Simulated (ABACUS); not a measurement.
# Band-structure run of WS2 (part 1 of 3)

System: WS2 (P-6m2, 3 atoms in the cell).
Method: Kohn-Sham DFT of a periodic cell, r2SCAN, SG15 ONCV 1.2 PBE (ABACUS 3.10.1).

The structure derives from a Materials Project entry. The run did not end well.

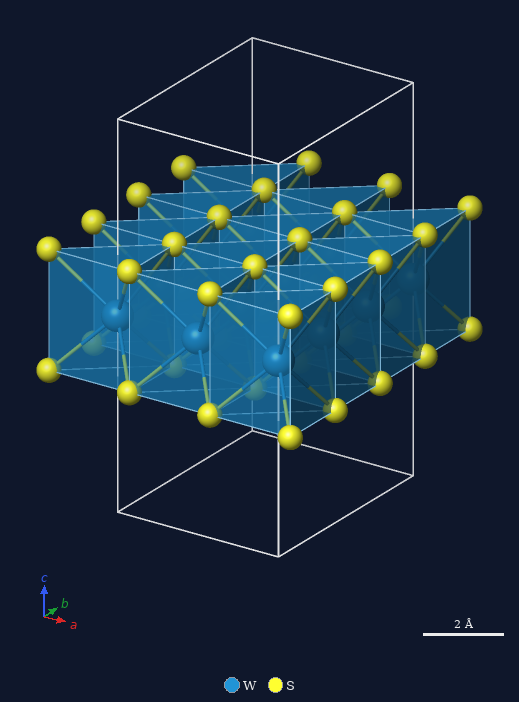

*The input geometry (polyhedral view of the 2 × 3 repeat of the cell, with the vacuum cut short, seen slightly off an axis; polyhedra are completed across the faces of the cell). An atom can appear more than once, as a periodic image.*

What the run reported:

- outcome: stopped at the time limit
- space group (tolerance 0.01 Å): P-6m2 (187)
- electrons treated: 40
- free energy: −7994.8572 eV
- Fermi energy: −2.753 eV
- hardware: 4 threads of Intel Xeon (Granite Rapids), 32 GiB of memory available, shared host
- wall time: 19 min (CPU time 74 min)
- peak memory: 1 GiB

The run was cut off by its time limit, so the output is incomplete. Further notes kept with the run: time limit reached.

Input file:
```
INPUT_PARAMETERS
suffix              WS2
calculation         scf
basis_type          pw
pseudo_dir          ./
latname             hexagonal
symmetry            1
dft_functional      MGGA_X_R2SCAN+MGGA_C_R2SCAN
ecutwfc             86
pseudo_rcut         7
nspin               1
nbands              30
ks_solver           dav
smearing_method     fd
smearing_sigma      0.00367493
scf_thr             1e-08
scf_nmax            100
mixing_type         broyden
mixing_beta         0.7
cal_force           1
cal_stress          1
mixing_tau          1
out_chg             1
kpar                4
```

File STRU:
```
ATOMIC_SPECIES
W 183.8400 W_ONCV_PBE-1.2.upf
S 32.0600 S_ONCV_PBE-1.2.upf

LATTICE_CONSTANT
6.0159740246

LATTICE_PARAMETERS
5.3244827413

ATOMIC_POSITIONS
Direct

W
0.0
1
0.0000000000 0.0000000000 0.0000000000 1 1 1

S
0.0
2
0.3333333333 0.6666666667 0.0920005100 1 1 1
0.3333333333 0.6666666667 0.9079994900 1 1 1
```

File KPT:
```
K_POINTS
0
Gamma
6 6 1 0 0 0
```

Launched with:
```bash
OMP_NUM_THREADS=1 mpirun -np 4 abacus > log
```

What the program printed:
```
ABACUS v3.10.1

               Atomic-orbital Based Ab-initio Computation at UStc

 ------------------------------------------------------------------------------------

 READING GENERAL INFORMATION
                           global_out_dir = OUT.WS2/
                           global_in_card = INPUT
                               pseudo_dir = ./
                              orbital_dir =
                                    DSIZE = 4
                                    GSIZE = 1

 READING UNITCELL INFORMATION
                                    ntype = 2
                  lattice constant (Bohr) = 6.01597
              lattice constant (Angstrom) = 3.18352

 READING ATOM TYPE 1
                               atom label = W
                      L=0, number of zeta = 1
                      L=1, number of zeta = 1
                      L=2, number of zeta = 1
             number of atom for this type = 1

 READING ATOM TYPE 2
                               atom label = S
                      L=0, number of zeta = 1
                      L=1, number of zeta = 1
                      L=2, number of zeta = 1
             number of atom for this type = 2

                        TOTAL ATOM NUMBER = 3
DIRECT COORDINATES
    atom                   x                   y                   z     mag                  vx                  vy                  vz
taud_W1            0.0000000000        0.0000000000        0.0000000000  0.0000        0.0000000000        0.0000000000        0.0000000000
taud_S1            0.3333333333        0.6666666667        0.0920005100  0.0000        0.0000000000        0.0000000000        0.0000000000
taud_S2            0.3333333333        0.6666666667        0.9079994900  0.0000        0.0000000000        0.0000000000        0.0000000000

                          Volume (Bohr^3) = 1003.98
                             Volume (A^3) = 148.775

 Lattice vectors: (Cartesian coordinate: in unit of a_0)
                   +1                  +0                  +0
                 -0.5           +0.866025                  +0
                   +0                  +0            +5.32448
 Reciprocal vectors: (Cartesian coordinate: in unit of 2 pi/a_0)
                   +1            +0.57735                  -0
                   -0             +1.1547                  -0
                   +0                  -0           +0.187812
 The esolver type has been set to : ksdft_pw

                PAO radial cut off (Bohr) = 7

 Read in pseudopotential file is W_ONCV_PBE-1.2.upf
                     pseudopotential type = NC
          exchange-correlation functional = PBE
                 nonlocal core correction = 0
                        valence electrons = 28
                                     lmax = 3
                           number of zeta = 0
                     number of projectors = 8
                           L of projector = 0
                           L of projector = 0
                           L of projector = 1
                           L of projector = 1
                           L of projector = 2
                           L of projector = 2
                           L of projector = 3
                           L of projector = 3
 XC functional updated to : MGGA_X_R2SCAN+MGGA_C_R2SCAN
          exchange-correlation functional = MGGA_X_R2SCAN+MGGA_C_R2SCAN
                PAO radial cut off (Bohr) = 7

 Read in pseudopotential file is S_ONCV_PBE-1.2.upf
                     pseudopotential type = NC
          exchange-correlation functional = PBE
                 nonlocal core correction = 0
                        valence electrons = 6
                                     lmax = 1
                           number of zeta = 0
                     number of projectors = 4
                           L of projector = 0
                           L of projector = 0
                           L of projector = 1
                           L of projector = 1
 XC functional updated to : MGGA_X_R2SCAN+MGGA_C_R2SCAN
          exchange-correlation functional = MGGA_X_R2SCAN+MGGA_C_R2SCAN
     initial pseudo atomic orbital number = 0

 SETUP THE ELECTRONS NUMBER
             electron number of element W = 28
       total electron number of element W = 28
             electron number of element S = 6
       total electron number of element S = 12
            AUTOSET number of electrons:  = 40
                           occupied bands = 20
                                   NBANDS = 30
                                   NLOCAL = 27

%%%%%%%%%%%%%%%%%%%%%%%%%%%%%%%%%%%%%%%%%%%%%%%%%%%%%%%%%%%%%%%%%%%%%%%%%%%%%%%%%%%%%%%%%%%%%%%%%%%%%%%%%%
 Warning: the number of valence electrons in pseudopotential > 6 for W: [Xe] 4f14 5d4 6s2
 Pseudopotentials with additional electrons can yield (more) accurate outcomes, but may be less efficient.
 If you're confident that your chosen pseudopotential is appropriate, you can safely ignore this warning.
%%%%%%%%%%%%%%%%%%%%%%%%%%%%%%%%%%%%%%%%%%%%%%%%%%%%%%%%%%%%%%%%%%%%%%%%%%%%%%%%%%%%%%%%%%%%%%%%%%%%%%%%%%

 SETUP THE PLANE WAVE BASIS
 energy cutoff for charge/potential (unit:Ry) = 344
            fft grid for charge/potential = [ 36, 36, 192 ]
                        fft grid division = [ 1, 1, 1 ]
        big fft grid for charge/potential = [ 36, 36, 192 ]
                                     nbxx = 248832
                                     nrxx = 248832

 SETUP PLANE WAVES FOR CHARGE/POTENTIAL
                    number of plane waves = 108099
                         number of sticks = 847

 PARALLEL PW FOR CHARGE/POTENTIAL
     PROC   COLUMNS(POT)             PW
        1            847         108099
 --------------- sum -------------------
        1            847         108099
                            number of |g| = 5084
                                  max |g| = 315.294
                                  min |g| = 0

----------- Double Check Mixing Parameters Begin ------------
mixing_type: broyden
mixing_beta: 0.7
mixing_gg0: 1
mixing_gg0_min: 0.1
mixing_ndim: 8
----------- Double Check Mixing Parameters End ------------

 LATTICE VECTORS: (CARTESIAN COORDINATE: IN UNIT OF A0)
                   +1                  +0                  +0
                 -0.5           +0.866025                  +0
                   +0                  +0            +5.32448
                       right hand lattice = 1
                                   NORM_A = 1
                                   NORM_B = 1
                                   NORM_C = 5.32448
                           ALPHA (DEGREE) = 90
                           BETA  (DEGREE) = 90
                           GAMMA (DEGREE) = 120

 The lattice vectors have been changed (STRU_SIMPLE.cif)

(for optimal symmetric configuration:)
                             BRAVAIS TYPE = 4
                     BRAVAIS LATTICE NAME = 04. Hexagonal cell
                                    ibrav = 4
                                    IBRAV = 4
                                  BRAVAIS = HEXAGONAL CELL
                       LATTICE CONSTANT A = 1
                                C/A RATIO = 5.32448
Original cell was already a primitive cell.
                        ROTATION MATRICES = 24
              PURE POINT GROUP OPERATIONS = 12
                   SPACE GROUP OPERATIONS = 12
                                       C2 = 3
                                       C3 = 2
                                       C4 = 0
                                       C6 = 0
                                       S1 = 4
                                       S3 = 2
                                       S4 = 0
                                       S6 = 0
                              POINT GROUP = D_3h
                                       C2 = 3
                                       C3 = 2
                                       C4 = 0
                                       C6 = 0
                                       S1 = 4
                                       S3 = 2
                                       S4 = 0
                                       S6 = 0
               POINT GROUP IN SPACE GROUP = D_3h

 SETUP K-POINTS
                                    nspin = 1
                   Input type of k points = Monkhorst-Pack(Gamma)
                                   nkstot = 36
                       right hand lattice = 1
(for reciprocal lattice: )
                             BRAVAIS TYPE = 4
                     BRAVAIS LATTICE NAME = 04. Hexagonal cell
                                    ibrav = 4
                       right hand lattice = 1
(for k-lattice: )
                             BRAVAIS TYPE = 4
                     BRAVAIS LATTICE NAME = 04. Hexagonal cell
                                    ibrav = 4
                       right hand lattice = 1
                        ROTATION MATRICES = 24
                               nkstot_ibz = 7
K-POINTS REDUCTION ACCORDING TO SYMMETRY
     IBZ    DIRECT_X    DIRECT_Y    DIRECT_Z  WEIGHT  ibz2bz
       1  0.00000000  0.00000000  0.00000000  0.0278       0
       2 -0.16666667  0.16666667  0.00000000  0.1667       1
       3 -0.33333333  0.33333333  0.00000000  0.1667       2
       4  0.50000000  0.50000000  0.00000000  0.0833       3
       5 -0.16666667  0.33333333  0.00000000  0.1667       7
       6  0.50000000  0.33333333  0.00000000  0.3333       8
       7  0.33333333  0.33333333  0.00000000  0.0556      14

                               nkstot now = 7
[... K-POINTS DIRECT COORDINATES: 7 rows ...]

           k-point number in this process = 2
       minimum distributed K point number = 1
[... stars of the k points ...]

[... K-POINTS CARTESIAN COORDINATES: 2 rows ...]

[... K-POINTS DIRECT COORDINATES: 2 rows ...]

 SETUP PLANE WAVES FOR WAVE FUNCTIONS
     energy cutoff for wavefunc (unit:Ry) = 86
              fft grid for wave functions = [ 36, 36, 192 ]
                    number of plane waves = 14371
                         number of sticks = 223

 PARALLEL PW FOR WAVE FUNCTIONS
     PROC   COLUMNS(POT)             PW
        1            223          14371
 --------------- sum -------------------
        1            223          14371

 SETUP NONLOCAL PSEUDOPOTENTIALS IN PLANE WAVE BASIS
 W non-local projectors:
 projector 1 L=0
 projector 2 L=0
 projector 3 L=1
 projector 4 L=1
 projector 5 L=2
 projector 6 L=2
 projector 7 L=3
 projector 8 L=3
 S non-local projectors:
 projector 1 L=0
 projector 2 L=0
 projector 3 L=1
 projector 4 L=1
      TOTAL NUMBER OF NONLOCAL PROJECTORS = 48

 Init Non-Local PseudoPotential table :
 Init Non-Local-Pseudopotential done.

                                     npwx = 13499

 -------------------------------------------
 SELF-CONSISTENT
 -------------------------------------------
                                 init_chg = atomic

 PW ALGORITHM --------------- ION=   1  ELEC=   1--------------------------------

 Notice: Threshold on eigenvalues was too large.
 hsover_error=0.4 > DRHO=0.0913119
 Origin diag ethr = 0.01
 New diag ethr = 0.00022828

 Density error is 0.0801926882091
                          Error Threshold = 0.000228279736517
----------------------------------------------------------
     Energy           Rydberg                 eV
----------------------------------------------------------
 E_KohnSham     -583.7867497477      -7942.8262134688
 E_Harris       -583.7563962575      -7942.4132330479
 E_Fermi        0.1354274110         1.8425844554
----------------------------------------------------------

 PW ALGORITHM --------------- ION=   1  ELEC=   2--------------------------------

 Density error is 3995.96685877
                          Error Threshold = 0.000200481720523
----------------------------------------------------------
     Energy           Rydberg                 eV
----------------------------------------------------------
 E_KohnSham     426.2682336327       5799.6768538000
 E_Harris       -5115.4174214262     -69598.8245798640
 E_Fermi        -3.2499387936        -44.2176857439
----------------------------------------------------------

 PW ALGORITHM --------------- ION=   1  ELEC=   3--------------------------------
```
